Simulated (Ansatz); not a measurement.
Input

```
crystal:
  lattice:
    - [0.0, 2.0584642327, 2.0584642327]
    - [2.0584642327, 0.0, 2.0584642327]
    - [2.0584642327, 2.0584642327, 0.0]
  atoms:
    - { symbol: Al, position: [0.5, 0.5, 0.5] }
    - { symbol: "N", position: [0.0, 0.0, 0.0] }
basis:
  ecutwfc: 500
kpoints:
  mp_grid: { grid: [10, 10, 10] }
hamiltonian:
  xc: r2scan
scf:
  occupations: { method: gaussian, width: 0.02 }
output:
  forces: true
  stress: true
  eigenvalues: true
  write_density: true
  write_potential: true
  elf: true
  volumetric_format: npy
```

Launched as:

```sh
ansatz run input.yaml --threads 1 --pin off --max-ram 2560MiB --backend cpu --events-out ev --progress --plain --runs-dir out
```

Below, planes, directions and counts refer to the conventional cell (a = 4.12 Å, b = 4.12 Å, c = 4.12 Å, α = 90.00°, β = 90.00°, γ = 90.00°).

Space group Fm-3m; a structure from a database of computed crystals, not necessarily the ambient phase; changed on purpose from its base cell (volume × 1.06); computed pressure about −14 GPa in this cell.

The calculation used DFT r2SCAN, scalar-relativistic, plane waves, PAW (Ansatz).

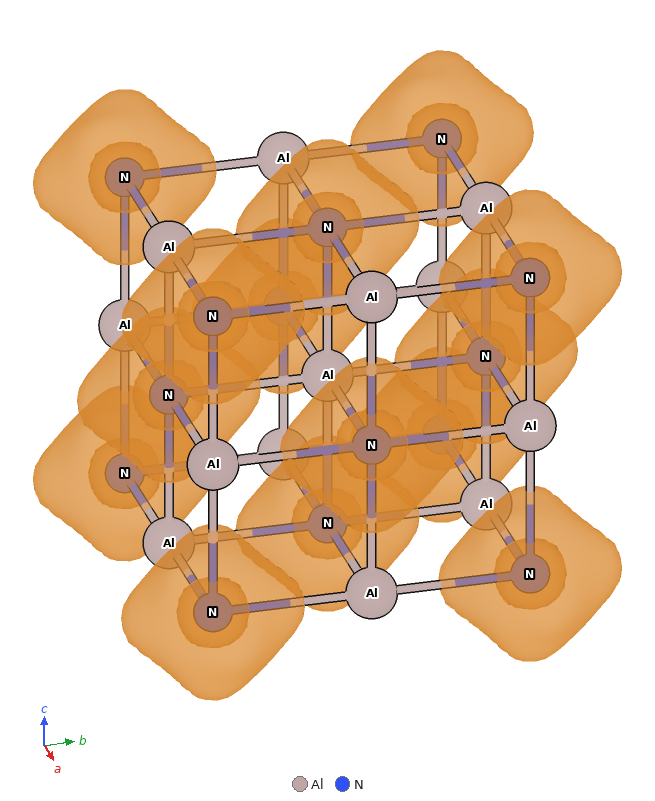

AlN. Isosurface of the electron localisation function at 0.7 (orange), seen at an oblique angle. Only the valence region is drawn (cores and ρ < 0.01 e/Å³ removed). Sticks mark near contacts.

Describe the localisation domains.

At this value the surface marks out four regions on N in which the atom's valence shell and bonds are merged, counted in one cell of 8 atoms. Any copies at cell faces, edges or corners count once. Profiles from the grid: Al–N (2.06 Å): the ELF peaks at about 0.85 in the valence shell of N, 0.8 Å from its nucleus, and is about 0.80 at the midpoint.

Metal or insulator at this level of theory?

It is gapped, with a Kohn–Sham gap of 4.9 eV on the k-point mesh, an upper bound to the gap of this method.
